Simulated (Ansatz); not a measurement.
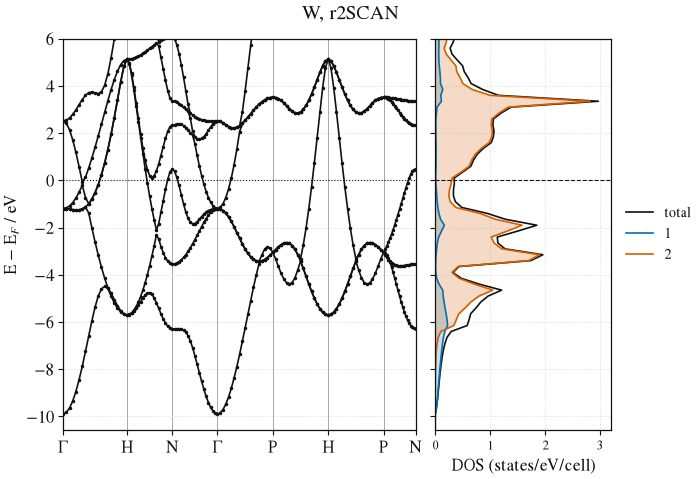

Band structure and density of states. Energies are counted from the Fermi level. The path runs straight from each named point to the next. The partial curves are projected on Löwdin-orthogonalised atomic shells.

Structure: W, space group Im-3m, 1 atom in the cell.

Computed with Ansatz 0.2.0: DFT with r2SCAN, PAW plane waves, no spin polarisation, 15×15×15 k mesh.

Q: The numbered curves are projections. Which is which? The candidates: W 5d, W 6s.

A: 1 is W 6s; 2 is W 5d.

Q: Does this material conduct, going by its bands?

A: A metal: bands cross the Fermi level along this path.

The cell is at −9 GPa in this functional. Spin-orbit coupling is left out, which matters for W.
